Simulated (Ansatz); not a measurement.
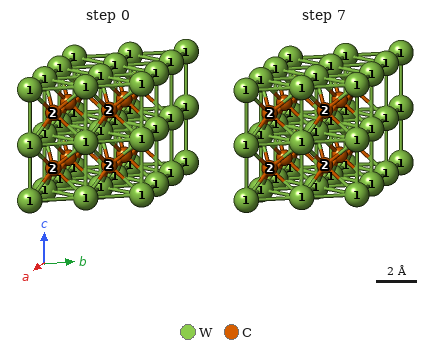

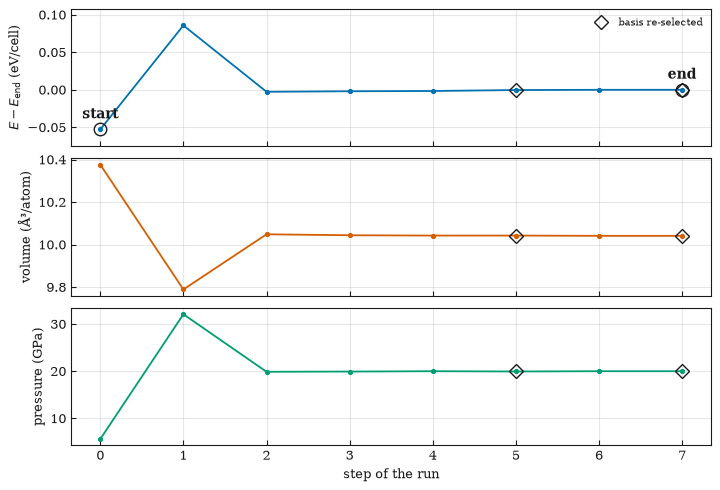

First and last geometry of a relaxation of solid WC (set up in P-6m2), with the history of the run. A ball-and-stick model of the cell of the calculation, repeated 3 × 2 × 2 with one cell outlined, seen slightly off an axis.

The run lets cell and atoms move.

These are results of Kohn-Sham DFT of a periodic cell, PBE, Ansatz PAW (Ansatz 0.2.0), not measurements.

Input
```yaml
crystal:
  lattice:
    - [2.9065, 0.0, 0.0]
    - [-1.45325, 2.5171028361, 0.0]
    - [0.0, 0.0, 2.8366]
  atoms:
    - { symbol: W, position: [0.0, 0.0, 0.0] }
    - { symbol: C, position: [0.6666666667, 0.3333333333, 0.5] }
hamiltonian:
  xc: pbe
  pseudopotentials: { kind: paw }
kpoints:
  mp_grid: { grid: [10, 10, 9] }
scf:
  occupations: { method: fermi_dirac, width: 0.05 }
output:
  forces: true
  stress: true
  eigenvalues: true
  write_density: true
  write_potential: true
  elf: true
  volumetric_format: npy
relax:
  f_tol: 0.01
  max_steps: 40
  cell: { stress_tol: 0.05, p_target: 20.0 }
```

Launched with:
```bash
ansatz run input.yaml --threads 2 --pin off --max-ram 5632MiB --backend cpu --events-out ev --progress --plain --runs-dir out
```

> What do the curves and the structures tell?

It converged. Over 5 accepted moves (7 points after the start) the energy rises by 52.8 meV per cell of the calculation. With the target pressure of 20 GPa, the enthalpy E + pV changes by −30.8 meV per cell of the calculation. All forces vanish by symmetry, so only the cell relaxes. Pressure: 5.60 GPa at the start and 20.00 GPa at the end. The SCF was repeated twice at an unchanged geometry on a basis and grid sized afresh for the cell, which shifted the energy by 1.3 meV per cell of the calculation at most. The atoms keep their places relative to the cell (all moves are under 0.005 Å). The drawn cell changes as follows: a 2.906 → 2.873 Å (−1.1 %), b 2.907 → 2.873 Å (−1.1 %), c 2.837 → 2.809 Å (−1.0 %); the volume changes by −3.2 %. Some distances before and after: W1–W1 2.907 → 2.873 Å, W1–W1 (another image) 2.837 → 2.809 Å, W1–C2 2.197 → 2.174 Å. The space group stays P-6m2 (No. 187). The run took 8.1 s on 2 threads of Arm Neoverse V2 (shared host), peak memory 0.32 GiB.

```tsv
step	E − E(0), meV/atom	pressure, GPa	volume, Å³/atom	note
0	0.00	5.60	10.376	
1	69.32	32.08	9.789	
2	25.09	19.88	10.048	
3	25.43	19.93	10.044	
4	25.62	20.00	10.043	
5	26.25	19.94	10.043	same geometry, new basis
6	26.40	20.00	10.041	
7	26.41	20.00	10.041	same geometry, new basis
```
